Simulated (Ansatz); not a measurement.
The calculation's input:

```
crystal:
  lattice:
    - [2.9379988584, 0.0, 0.0]
    - [-1.4689994292, 2.5443816477, 0.0]
    - [0.0, 0.0, 2.883]
  atoms:
    - { symbol: Ta, position: [0.3221025679, 0.6442051359, 0.4831538519] }
    - { symbol: "N", position: [0.0, 0.0, 0.0] }
basis:
  ecutwfc: 650.0
kpoints:
  mp_grid: { grid: [18, 18, 16] }
hamiltonian:
  xc: lda
scf:
  occupations: { method: gaussian, width: 0.15 }
output:
  forces: true
  stress: true
  eigenvalues: true
  write_density: true
  write_potential: true
  elf: true
  volumetric_format: npy
```

Command:

```sh
ansatz run input.yaml --threads 1 --pin off --max-ram 2560MiB --backend cpu --events-out ev --progress --plain --runs-dir out
```

Below, planes, directions and counts refer to the conventional cell (a = 5.09 Å, b = 2.94 Å, c = 2.88 Å, α = 90.00°, β = 90.00°, γ = 90.00°).

Space group Cm; changed on purpose from its base cell (all Ta atoms moved +0.075 Å, as atom 1 towards its neighbour atom 2 (N) at 2.226 A); not relaxed (largest force 1.0 eV/Å); computed pressure about −11 GPa in this cell.

Method: DFT LDA, scalar-relativistic, plane waves, PAW (Ansatz 0.2.0).

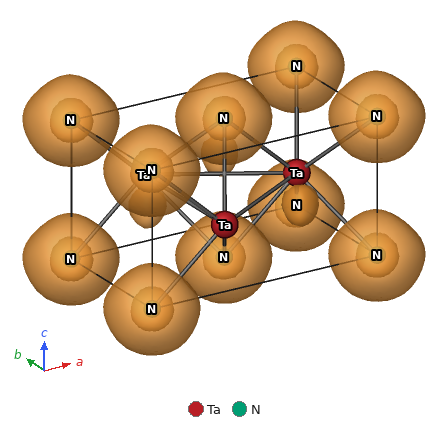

TaN. Isosurface of the electron localisation function at 0.65 (orange), seen at an oblique angle. Core shells and regions of very low density are left out. Sticks mark near contacts.

Where are the electrons localised?

Answer. At this value the surface marks out two regions wrapped around N (the valence shell of each) and two pockets between the atoms, centred on no nucleus (multi-centre or interstitial), counted in one cell of 4 atoms. Any copies at cell faces, edges or corners count once. Profiles from the grid: Ta–N (2.15 Å): the ELF peaks at about 0.80 in the valence shell of N, 0.6 Å from its nucleus, and is about 0.20 at the midpoint: no shared electron pair shows on this line. Ta–Ta (2.88 Å): the ELF is about 0.25 at the midpoint (no localised pair shows between them).

Metal or insulator at this level of theory?

Answer. It is gapless in this calculation (a metal or semimetal); semilocal functionals without U, or without the true magnetic order, often close the gap of such compounds.
